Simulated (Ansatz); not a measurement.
**Hf₃₂O₆₃ (cell with a defect): density, localisation and related maps**

Hf₃₂O₆₃ (cell with a defect), 95 atoms, a = 10.24 Å, b = 10.37 Å, c = 10.57 Å, α = 90.00°, β = 99.35°, γ = 90.00°.

The program warned that a starting moment wasn't kept; spin-polarised, but the moments vanished.

All numbers below come from Ansatz, DFT PBE, scalar-relativistic, plane waves, PAW.

The density is the valence pseudo-density of a PAW calculation; it isn't the true density close to the nuclei.

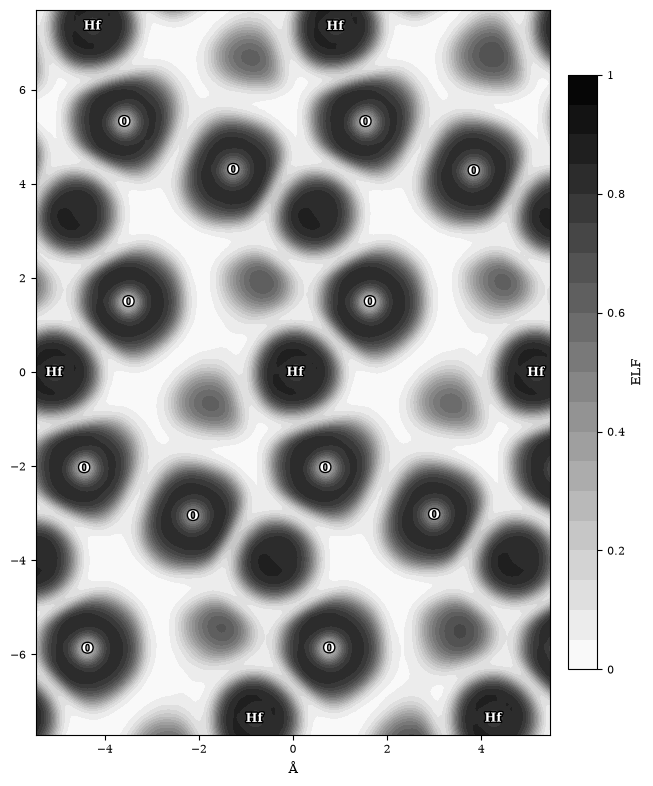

Figure 1. ELF on the (011) plane of the calculation cell.

Describe what can be read from this map.

- Atoms in the plane: Hf and O.
- Atoms just off the plane (Hf, 0.4 Å away and O, 0.9 Å away) can leave unmarked features too.
- Hf–O (2.14 Å): the ELF peaks at about 0.85 in the valence shell of O, 0.6 Å from its nucleus, and drops to about 0.20 between the two atoms (no shared electron pair shows on this line).
- Hf–O (2.16 Å): the ELF peaks at about 0.85 in the valence shell of O, 0.6 Å from its nucleus, and drops to about 0.15 between the two atoms (no localised pair shows between them).
- The features right at Hf lie inside the PAW spheres, where the map follows smoothed inner orbitals and isn't to be read closely.

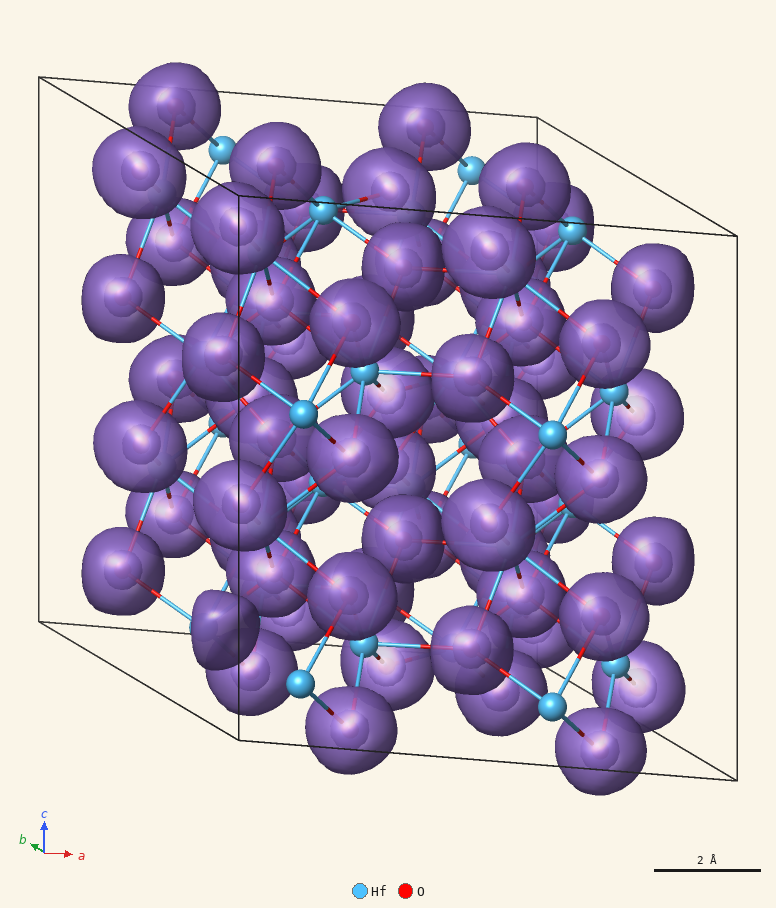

Figure 2. Isosurface of the ELF at 0.7 (purple), seen slightly off an axis. Only the valence region is drawn (cores and ρ < 0.01 e/Å³ removed). Sticks mark near contacts.

What do the ELF domains correspond to?

The surface consists of 63 regions wrapped around O (the valence shell of each) and one pocket between the atoms, centred on no nucleus (multi-centre or interstitial), counted in one cell of 95 atoms. Any copies at cell faces, edges or corners count once.


Hf–O (2.03 Å): the ELF peaks at about 0.85 in the valence shell of O, 0.6 Å from its nucleus, and drops to about 0.20 between the two atoms: no localised pair shows between them. Hf–O (2.11 Å): the ELF peaks at about 0.85 in the valence shell of O, 0.6 Å from its nucleus, and drops to about 0.20 between the two atoms: no shared electron pair shows on this line.

Metal or insulator at this level of theory?

It is gapped, with a Kohn–Sham gap of 1.4 eV at the Γ point, the only k-point used.
